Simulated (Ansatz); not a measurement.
# Geometry relaxation of Ti₃Al (part 2 of 2)

Continued. System: Ti₃Al (P6₃/mmc, 8 atoms in the cell). Method: DFT PBEsol, scalar-relativistic, plane waves, PAW, no spin polarisation (Ansatz 0.2.0); cutoff 420 eV, 6×6×8 k-mesh, Gaussian smearing of 0.1 eV. The structure derives from an entry of the Crystallography Open Database.

Geometry of the input (Å; fractional positions):
```
5.7640  0.0000  0.0000
-2.8820  4.9918  0.0000
0.0000  0.0000  4.6640
Ti 0.8333  0.1667  0.2500
Ti 0.6666  0.8333  0.7500
Ti 0.8333  0.6666  0.2500
Ti 0.1667  0.8333  0.7500
Ti 0.3334  0.1667  0.2500
Ti 0.1667  0.3334  0.7500
Al 0.3333  0.6667  0.2500
Al 0.6667  0.3333  0.7500
```

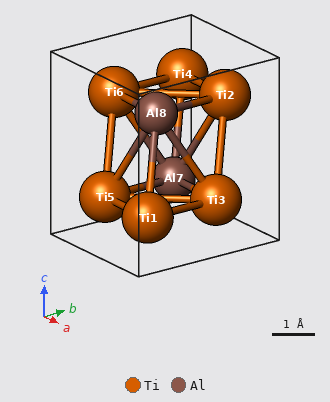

The geometry at step 2 of the log (ball-and-stick view of the cell of the calculation, seen slightly off an axis; atoms are numbered from 1 in the order of the input).

Log, continued:
```
SCF iter   1: F=—  HF=-15894.774590 eV  |F-HF|=—  |Δ(HF+E_count)|=         —  Δρ=5.55e-4  dr2=1.08e-3  ethr=1.34e-6  ⟨swp⟩=2.7  Hψ=7250  notcnv=0
preconditioner: auto → Kerker (q_TF=auto, 2.509 Å⁻¹)  [metal: Δε(μ)=0.054 eV  Ē_g=3.028 eV  σ=0.100 eV  W_gap=0.29  n_scr=26 (ndim 8)  ℏωp=17.9 eV  f_vac=0.000  D(μ)=4.41/eV (n_scr^D=26)]
SCF iter   2: F=—  HF=-15894.774427 eV  |F-HF|=—  |Δ(HF+E_count)|=   1.63e-4  Δρ=3.20e-4  dr2=4.38e-4  ethr=1.34e-6  ⟨swp⟩=1.2  Hψ=1652  notcnv=0
SCF iter   3: F=—  HF=-15894.774313 eV  |F-HF|=—  |Δ(HF+E_count)|=   1.13e-4  Δρ=4.97e-5  dr2=6.41e-6  ethr=5.61e-7  ⟨swp⟩=2.0  Hψ=2141  notcnv=0
SCF iter   4: F=—  HF=-15894.774234 eV  |F-HF|=—  |Δ(HF+E_count)|=   7.95e-5  Δρ=1.93e-5  dr2=5.07e-7  ethr=8.22e-9  ⟨swp⟩=2.0  Hψ=2169  notcnv=0
iter 5 did not close the SCF: its close was put off for the readings that it lacked (scf_convergence_deferred on its scf_iter line)
SCF iter   5: F=-15894.774234 eV  HF=-15894.774234 eV  |F-HF|=2.54e-8  |Δ(HF+E_count)|=   1.17e-7  Δρ=4.97e-6  dr2=3.78e-8  ethr=6.50e-10  ⟨swp⟩=2.8  Hψ=2828  notcnv=0
SCF iter   6: F=-15894.774234 eV  HF=-15894.774234 eV  |F-HF|=4.84e-10  |Δ(HF+E_count)|=   1.11e-8  Δρ=9.51e-7  dr2=8.71e-10  ethr=4.84e-11  ⟨swp⟩=4.9  Hψ=8410  notcnv=0
SCF 4 converged in 6 iterations: F = -15894.774234 eV  dr2 = 8.71e-10
relax step   4: F+E_penalty+E_count = -15894.77423387 eV  Δ(F+E_penalty+E_count) = -7.080e-4 eV  max|allowed force component| = 8.712e-3 eV/Å  Δτ_max = 0.0035 Å  P = +0.007 GPa  Ω = 129.087 Å³  energy of the carried Pulay correction = +7.191e-4 eV  (6 SCF iters, dr2 threshold 3.12e-7 eV, accepted)
Crystal: 8 atoms, lattice volume = 129.094 Å³
iter 1 solved again at ethr=5.71e-8 eV; its pass at ethr=3.10e-3 eV (dr2=4.45e-5 eV) is discarded
SCF iter   1: F=—  HF=-15894.774345 eV  |F-HF|=—  |Δ(HF+E_count)|=         —  Δρ=1.09e-4  dr2=4.44e-5  ethr=5.71e-8  ⟨swp⟩=1.6  Hψ=6140  notcnv=0
preconditioner: auto → Kerker (q_TF=auto, 2.509 Å⁻¹)  [metal: Δε(μ)=0.054 eV  Ē_g=3.026 eV  σ=0.100 eV  W_gap=0.30  n_scr=26 (ndim 8)  ℏωp=17.9 eV  f_vac=0.000  D(μ)=4.42/eV (n_scr^D=26)]
SCF iter   2: F=—  HF=-15894.774262 eV  |F-HF|=—  |Δ(HF+E_count)|=   8.29e-5  Δρ=6.63e-5  dr2=2.00e-5  ethr=5.70e-8  ⟨swp⟩=1.1  Hψ=1651  notcnv=0
SCF iter   3: F=—  HF=-15894.774251 eV  |F-HF|=—  |Δ(HF+E_count)|=   1.13e-5  Δρ=9.54e-6  dr2=7.66e-8  ethr=2.57e-8  ⟨swp⟩=2.0  Hψ=2172  notcnv=0
SCF iter   4: F=—  HF=-15894.774251 eV  |F-HF|=—  |Δ(HF+E_count)|=   7.57e-7  Δρ=2.96e-6  dr2=1.53e-8  ethr=9.82e-11  ⟨swp⟩=2.1  Hψ=2370  notcnv=0
iter 5 did not close the SCF: its close was put off for the readings that it lacked (scf_convergence_deferred on its scf_iter line)
SCF iter   5: F=-15894.774251 eV  HF=-15894.774251 eV  |F-HF|=4.87e-10  |Δ(HF+E_count)|=   4.10e-9  Δρ=6.13e-7  dr2=7.87e-10  ethr=1.97e-11  ⟨swp⟩=2.0  Hψ=2083  notcnv=0
SCF iter   6: F=-15894.774251 eV  HF=-15894.774251 eV  |F-HF|=1.46e-11  |Δ(HF+E_count)|=  2.20e-10  Δρ=1.37e-7  dr2=1.95e-11  ethr=1.01e-12  ⟨swp⟩=3.9  Hψ=7170  notcnv=0
SCF 5 converged in 6 iterations: F = -15894.774251 eV  dr2 = 1.95e-11
relax step   5: F+E_penalty+E_count = -15894.77425144 eV  Δ(F+E_penalty+E_count) = -1.757e-5 eV  max|allowed force component| = 1.411e-4 eV/Å  Δτ_max = 0.0007 Å  P = +0.002 GPa  Ω = 129.094 Å³  energy of the carried Pulay correction = +7.182e-4 eV  (6 SCF iters, accepted)
Initial wavefunctions: pseudopotential atomic-orbital guess (no wavefunctions were taken with the density)
iter 1 solved again at ethr=7.21e-7 eV; its pass at ethr=3.10e-3 eV (dr2=5.62e-4 eV) is discarded
SCF iter   1: F=—  HF=-15894.773734 eV  |F-HF|=—  |Δ(HF+E_count)|=         —  Δρ=2.46e-5  dr2=9.99e-8  ethr=7.21e-7  ⟨swp⟩=3.2  Hψ=10235  notcnv=0
eigensolver tolerance schedule: the retry pair's looser diagonalisation over-reported the residual by 5629.60 of it (diagonalisation noise at an unbounded share of the residual, at the tolerance the schedule requests for it); recorded, not acted on — ethr = c·dr2/N_el stays at c = 1.0e-1
SCF iter   2: F=—  HF=-15894.773654 eV  |F-HF|=—  |Δ(HF+E_count)|=   7.98e-5  Δρ=1.30e-5  dr2=2.59e-8  ethr=1.28e-10  ⟨swp⟩=3.4  Hψ=3004  notcnv=0
SCF iter   3: F=—  HF=-15894.773654 eV  |F-HF|=—  |Δ(HF+E_count)|=   3.20e-8  Δρ=1.71e-6  dr2=6.45e-10  ethr=3.33e-11  ⟨swp⟩=2.2  Hψ=2237  notcnv=0
iter 4 did not close the SCF: its close was put off for the readings that it lacked (scf_convergence_deferred on its scf_iter line)
SCF iter   4: F=-15894.773654 eV  HF=-15894.773654 eV  |F-HF|=0.00e0  |Δ(HF+E_count)|=  6.73e-10  Δρ=2.77e-7  dr2=5.50e-11  ethr=1.00e-12  ⟨swp⟩=2.9  Hψ=3200  notcnv=0
iter 5 did not close the SCF: its close was put off for the readings that it lacked (scf_convergence_deferred on its scf_iter line)
SCF iter   5: F=-15894.773654 eV  HF=-15894.773654 eV  |F-HF|=0.00e0  |Δ(HF+E_count)|=  3.64e-12  Δρ=3.27e-8  dr2=1.41e-12  ethr=1.00e-12  ⟨swp⟩=1.0  Hψ=1645  notcnv=0
iter 6 did not close the SCF: its close was put off for the readings that it lacked (scf_convergence_deferred on its scf_iter line)
SCF iter   6: F=-15894.773654 eV  HF=-15894.773654 eV  |F-HF|=3.64e-12  |Δ(HF+E_count)|=  3.64e-12  Δρ=1.07e-8  dr2=2.49e-13  ethr=1.00e-12  ⟨swp⟩=1.0  Hψ=1645  notcnv=0
iter 7 did not close the SCF: its close was put off for the readings that it lacked (scf_convergence_deferred on its scf_iter line)
SCF iter   7: F=-15894.773654 eV  HF=-15894.773654 eV  |F-HF|=1.82e-12  |Δ(HF+E_count)|=  1.82e-12  Δρ=2.88e-9  dr2=1.51e-14  ethr=1.00e-12  ⟨swp⟩=1.0  Hψ=1645  notcnv=0
SCF iter   8: F=-15894.773654 eV  HF=-15894.773654 eV  |F-HF|=1.82e-12  |Δ(HF+E_count)|=  1.82e-12  Δρ=1.23e-9  dr2=1.28e-15  ethr=1.00e-12  ⟨swp⟩=2.7  Hψ=4905  notcnv=0
SCF 6 converged in 8 iterations: F = -15894.773654 eV  dr2 = 1.28e-15
  greatest PAW one-centre occupation: 0.999 electrons in one spin orbital (limit 2), on the Ti atom at site 4 (counted from 0), in its partial waves of l = 0
relax step   6: F+E_penalty+E_count = -15894.77365413 eV  Δ(F+E_penalty+E_count) = +5.973e-4 eV  max|allowed force component| = 1.366e-4 eV/Å  Δτ_max = 0.0000 Å  P = -0.003 GPa  Ω = 129.094 Å³  stress off target by 4.45e-3 GPa  SCF on the basis re-selected at this cell (its energy is not comparable with the rows above)  (8 SCF iters)
basis re-selected at this cell: Δ(F+E_penalty+E_count) = +5.973e-4 eV, ΔP = -0.005 GPa vs the last step (what re-selecting the basis moved, of the pressure what is left beyond the Pulay correction that the steps carried, after the strain that the cell walked since its last selection, with what the two solves' SCF thresholds leave and, on support functions, any second-order correction that the steps lacked; it is no measure of the basis error at this ecutwfc). This SCF's stress stands 4.45e-3 GPa from its target on what of the cell is left free (relax.cell.stress_tol is 5.00e-2 GPa) and its largest allowed force component is 1.37e-4 eV/Å (relax.f_tol is 5.00e-3 eV/Å): within both
SCF converged after 8 iterations
Free energy (F): -15894.773654 eV
Harris-Foulkes:  -15894.773654 eV  (|F-HF|=1.82e-12)
Internal energy: -15894.751538 eV  (E = F + TS)
E sigma→0 (E₀):  -15894.762596 eV
Entropy (-TS):   -0.022116 eV (-2.764 meV/atom)
Fermi energy:    12.495336 eV
--- Per-component energies (eV) ---
  E_band       = -933.592138
  E_kinetic    = 1687.748999
  E_local      = -5513.977341  (includes V_loc(G=0)·N_el)
  E_nonlocal   = 79.162486
  E_hartree    = 2318.926642
  E_xc         = -662.166208
  E_vxc        = -791.470365  (∫ρ·V_xc dr)
  E_paw        = -7046.415850  (= ΣΔE_a)
  E_vpaw       = -1032.909884  (= ΣTr[D̂ρ^β])
  E_aug_tail   = 0.000684  (compensation charges beyond the density's cutoff)
  E_ewald      = -6758.905535
  E_core_change = 0.874584  (= ΣΔE_core)
  E_smearing   = -0.022116  (= −TS)
  E_closure    = -0.000000  (closes the sum)
  Σ components = -15894.773654   (vs F -15894.773654, Δ=0.00e0)
--- Forces (eV/Å), atoms counted from 1 ---
  atom   1  Ti    -0.00011833     0.00006832     0.00000000
  atom   2  Ti    -0.00011833    -0.00006832     0.00000000
  atom   3  Ti     0.00000000    -0.00013663     0.00000000
  atom   4  Ti     0.00011833    -0.00006832     0.00000000
  atom   5  Ti     0.00011833     0.00006832     0.00000000
  atom   6  Ti    -0.00000000     0.00013663     0.00000000
  atom   7  Al     0.00000000    -0.00000000     0.00000000
  atom   8  Al    -0.00000000     0.00000000     0.00000000
  max |Σ_I F_I| component: 1.27e-17 eV/Å
--- Stress (GPa, compression-positive) ---
       -0.004450       0.000000       0.000000
        0.000000      -0.004450       0.000000
        0.000000       0.000000      -0.001370
  P = ⅓ Tr σ = -0.0034 GPa (-0.034 kbar)
--- Band table (eV; the first three rows and the last of 35) ---
  k-point 0: bands = ["-43.7687", "-43.6601", "-43.6577", "-43.6577", "-43.6056", "-43.6056", "-20.4159", "-20.4119", "-20.2744", "-20.2445", "-20.2445", "-20.1908", "-20.1908", "-20.1868", "-20.1868", "-20.0210", "-19.9327", "-19.9327", "-19.8643", "-19.8296", "-19.7615", "-19.7615", "-19.7606", "-19.7606", "4.7786", "7.5514", "10.0285", "10.2562", "10.3369", "10.3369", "10.5084", "10.5084", "10.6200", "11.2313", "11.2313", "11.5426", "11.5426", "11.9990", "12.2511", "12.5619", "13.2657", "13.2657", "13.2835", "13.4865", "13.4865", "14.5776", "14.5776"]
  k-point 1: bands = ["-43.7646", "-43.6642", "-43.6557", "-43.6557", "-43.6076", "-43.6076", "-20.4140", "-20.4068", "-20.2873", "-20.2873", "-20.2646", "-20.2067", "-20.2067", "-20.1351", "-20.1351", "-20.0138", "-19.9245", "-19.9245", "-19.8823", "-19.8370", "-19.7616", "-19.7616", "-19.7613", "-19.7613", "4.8970", "7.4824", "10.0786", "10.1510", "10.4048", "10.4048", "10.4325", "10.5039", "10.5039", "11.2976", "11.2976", "11.5283", "11.5283", "11.9856", "12.2573", "12.7981", "13.3400", "13.3400", "13.3721", "13.4083", "13.4083", "14.5791", "14.5791"]
  k-point 2: bands = ["-43.7529", "-43.6761", "-43.6501", "-43.6501", "-43.6132", "-43.6132", "-20.4089", "-20.3975", "-20.3283", "-20.3283", "-20.2520", "-20.2520", "-20.2315", "-20.0576", "-20.0576", "-19.9933", "-19.9332", "-19.9119", "-19.9119", "-19.8580", "-19.7631", "-19.7631", "-19.7625", "-19.7625", "5.2391", "7.2831", "9.7055", "9.7927", "10.5053", "10.5053", "10.5537", "10.5537", "10.7266", "11.4804", "11.4804", "11.5404", "11.5404", "12.0202", "12.2775", "13.1713", "13.2192", "13.2192", "13.4544", "13.4544", "13.6325", "14.2437", "14.5116"]
  k-point 34: bands = ["-43.6819", "-43.6819", "-43.6647", "-43.6647", "-43.6317", "-43.6317", "-20.3159", "-20.3159", "-20.2637", "-20.2637", "-20.2110", "-20.2110", "-20.0819", "-20.0819", "-20.0757", "-20.0757", "-19.9712", "-19.9712", "-19.9111", "-19.9111", "-19.8696", "-19.8696", "-19.8025", "-19.8025", "7.2784", "7.2784", "8.7524", "8.7524", "9.6028", "9.6028", "10.9752", "10.9752", "11.4235", "11.4235", "12.0683", "12.0683", "12.1911", "12.1911", "12.4056", "12.4056", "13.1030", "13.1030", "13.4115", "13.4115", "13.4950", "13.4950", "14.0651"]
--- Relaxed structure (5 steps of the walk, 4 accepted, 1 SCFs on fresh bases) ---
  F+E_penalty+E_count = -15894.77365413 eV   max|allowed force component| = 1.366e-4 eV/Å   (the final SCF, on the basis selected at the relaxed cell)
  cell:  # Å, volume = 129.0936 Å³
    - [5.68779547783911, 2.8486184070962617e-11, 0.0]
    - [-2.8438977389442237, 4.925775375324676, 0.0]
    - [0.0, 0.0, 4.607722048988828]
  atoms:
    - { symbol: Ti, position: [0.8303111833767005, 0.1696888166232995, 0.25] }
    - { symbol: Ti, position: [0.6606223667534008, 0.8303111833767004, 0.75] }
    - { symbol: Ti, position: [0.8303111833767003, 0.6606223667534008, 0.25] }
    - { symbol: Ti, position: [0.16968881662329952, 0.8303111833767005, 0.75] }
    - { symbol: Ti, position: [0.33937763324659903, 0.16968881662329952, 0.25] }
    - { symbol: Ti, position: [0.16968881662329952, 0.33937763324659903, 0.75] }
    - { symbol: Al, position: [0.33333333333333326, 0.6666666666666666, 0.25] }
    - { symbol: Al, position: [0.6666666666666667, 0.3333333333333333, 0.75] }
```

Trajectory as extended XYZ (Å, eV, eV/Å), 6 frames, from step=1 to step=6:
```
8
Lattice="5.7640 0.0000 0.0000 -2.8820 4.9918 0.0000 0.0000 0.0000 4.6640" Properties=species:S:1:pos:R:3:forces:R:3 step=1 energy=-15894.67346 pressure_GPa=-4.28
Ti    4.3227    0.8321    1.1660   -0.2716   0.1568   0.0000
Ti    1.4407    4.1596    3.4980   -0.2716  -0.1568   0.0000
Ti    2.8820    3.3275    1.1660    0.0000  -0.3136   0.0000
Ti   -1.4407    4.1596    3.4980    0.2716  -0.1568   0.0000
Ti    1.4413    0.8321    1.1660    0.2716   0.1568   0.0000
Ti    0.0000    1.6643    3.4980    0.0000   0.3136   0.0000
Al    0.0000    3.3278    1.1660    0.0000   0.0000   0.0000
Al    2.8820    1.6639    3.4980    0.0000   0.0000   0.0000
8
Lattice="5.6139 0.0000 0.0000 -2.8069 4.8618 0.0000 0.0000 0.0000 4.5391" Properties=species:S:1:pos:R:3:forces:R:3 step=2 energy=-15894.67481 pressure_GPa=5.47 accepted=F
Ti    4.1690    0.8342    1.1348    0.2274  -0.1313   0.0000
Ti    1.3621    4.0276    3.4043    0.2274   0.1313   0.0000
Ti    2.8069    3.1934    1.1348    0.0000   0.2626   0.0000
Ti   -1.3621    4.0276    3.4043   -0.2274   0.1313   0.0000
Ti    1.4449    0.8342    1.1348   -0.2274  -0.1313   0.0000
Ti    0.0000    1.6684    3.4043    0.0000  -0.2626   0.0000
Al    0.0000    3.2412    1.1348    0.0000   0.0000   0.0000
Al    2.8069    1.6206    3.4043    0.0000   0.0000   0.0000
8
Lattice="5.6935 0.0000 0.0000 -2.8467 4.9307 0.0000 0.0000 0.0000 4.6118" Properties=species:S:1:pos:R:3:forces:R:3 step=3 energy=-15894.77353 pressure_GPa=-0.34
Ti    4.2467    0.8353    1.1529   -0.0291   0.0168   0.0000
Ti    1.3999    4.0954    3.4588   -0.0291  -0.0168   0.0000
Ti    2.8467    3.2601    1.1529    0.0000  -0.0336   0.0000
Ti   -1.3999    4.0954    3.4588    0.0291  -0.0168   0.0000
Ti    1.4468    0.8353    1.1529    0.0291   0.0168   0.0000
Ti    0.0000    1.6706    3.4588    0.0000   0.0336   0.0000
Al    0.0000    3.2871    1.1529    0.0000   0.0000   0.0000
Al    2.8467    1.6436    3.4588    0.0000   0.0000   0.0000
8
Lattice="5.6876 0.0000 0.0000 -2.8438 4.9256 0.0000 0.0000 0.0000 4.6078" Properties=species:S:1:pos:R:3:forces:R:3 step=4 energy=-15894.77423 pressure_GPa=0.01
Ti    4.2393    0.8362    1.1520    0.0075  -0.0044   0.0000
Ti    1.3955    4.0894    3.4559    0.0075   0.0044   0.0000
Ti    2.8438    3.2532    1.1520    0.0000   0.0087   0.0000
Ti   -1.3955    4.0894    3.4559   -0.0075   0.0044   0.0000
Ti    1.4483    0.8362    1.1520   -0.0075  -0.0044   0.0000
Ti    0.0000    1.6723    3.4559    0.0000  -0.0087   0.0000
Al    0.0000    3.2837    1.1520    0.0000   0.0000   0.0000
Al    2.8438    1.6419    3.4559    0.0000   0.0000   0.0000
8
Lattice="5.6878 0.0000 0.0000 -2.8439 4.9258 0.0000 0.0000 0.0000 4.6077" Properties=species:S:1:pos:R:3:forces:R:3 step=5 energy=-15894.77425 pressure_GPa=0.00
Ti    4.2401    0.8358    1.1519   -0.0001   0.0001   0.0000
Ti    1.3962    4.0899    3.4558   -0.0001  -0.0001   0.0000
Ti    2.8439    3.2541    1.1519    0.0000  -0.0001   0.0000
Ti   -1.3962    4.0899    3.4558    0.0001  -0.0001   0.0000
Ti    1.4477    0.8358    1.1519    0.0001   0.0001   0.0000
Ti    0.0000    1.6717    3.4558    0.0000   0.0001   0.0000
Al    0.0000    3.2839    1.1519    0.0000   0.0000   0.0000
Al    2.8439    1.6419    3.4558    0.0000   0.0000   0.0000
8
Lattice="5.6878 0.0000 0.0000 -2.8439 4.9258 0.0000 0.0000 0.0000 4.6077" Properties=species:S:1:pos:R:3:forces:R:3 step=6 energy=-15894.77365 pressure_GPa=-0.00
Ti    4.2401    0.8358    1.1519   -0.0001   0.0001   0.0000
Ti    1.3962    4.0899    3.4558   -0.0001  -0.0001   0.0000
Ti    2.8439    3.2541    1.1519    0.0000  -0.0001   0.0000
Ti   -1.3962    4.0899    3.4558    0.0001  -0.0001   0.0000
Ti    1.4477    0.8358    1.1519    0.0001   0.0001   0.0000
Ti    0.0000    1.6717    3.4558    0.0000   0.0001   0.0000
Al    0.0000    3.2839    1.1519    0.0000   0.0000   0.0000
Al    2.8439    1.6419    3.4558    0.0000   0.0000   0.0000
```

Key numbers:

| quantity | value |
| --- | --- |
| outcome | converged |
| space group (tolerance 0.01 Å) | P6₃/mmc (194) |
| electrons treated | 78 |
| free energy | −15894.7737 eV |
| Fermi energy | 12.495 eV |
| gap on the k-point mesh | none (metallic) |
| pressure | 0.00 GPa |
| final volume | 129.09 Å³ |
| largest force (length of the vector) at the end | under 0.001 eV/Å |
| final cell | a = 5.688 Å, b = 5.688 Å, c = 4.608 Å, α = 90.00°, β = 90.00°, γ = 120.00° |
| hardware | 2 threads of AMD EPYC (Zen 5), 32 GiB of memory available, shared host |
| wall time | 16 s (CPU time 31 s) |
| peak memory | 0.6 GiB |
